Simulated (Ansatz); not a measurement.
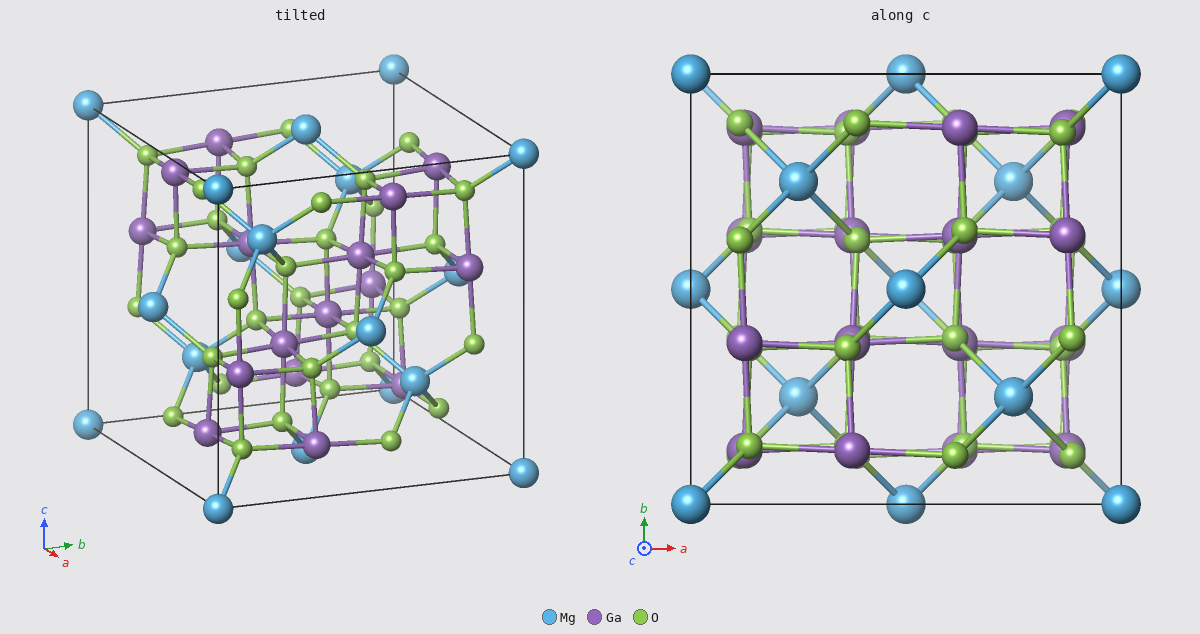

Crystal structure, ball-and-stick style, seen slightly off an axis and along the c axis. The conventional unit cell is outlined; an atom on or near a face, edge or corner is repeated at each equivalent position.

MgGa2O4, spinel, space group Fd-3m (No. 227), a = 8.449 Å, b = 8.449 Å, c = 8.449 Å, α = 90.00°, β = 90.00°, γ = 90.00°. Provenance: a structure listed in the Materials Project. Earlier steps of the study may have refined or changed the cell and positions. It was the input of a calculation with Ansatz.

This one geometry was computed with Ansatz (DFT, plane waves, PAW) at three levels of theory: PBEsol, r2SCAN and PBE.

> Which level gives the highest pressure at this volume, and what does that say about its equilibrium volume?

Highest: PBE (0.0 GPa), which points to the largest equilibrium volume. Lowest, with the smallest volume: r2SCAN (-7.3 GPa). Levels within 0.5 GPa of each other can't be told apart.

> How does the band gap change with the level of theory?

PBEsol: a gap of 3.03 eV, direct; PBE: a gap of 3.13 eV, direct; r2SCAN: a gap of 3.77 eV, direct.

> Collect the results in a table.

| level | cutoff (eV) | k-mesh of the run's cell | gap (eV) | pressure (GPa) |
| --- | --- | --- | --- | --- |
| PBEsol | 420 | 6×6×6 | 3.03 | -5.6 |
| r2SCAN | 500 | 6×6×6 | 3.77 | -7.3 |
| PBE | 420 | 6×6×6 | 3.13 | 0.0 |

Gaps are taken on the k-mesh or band path of each run.
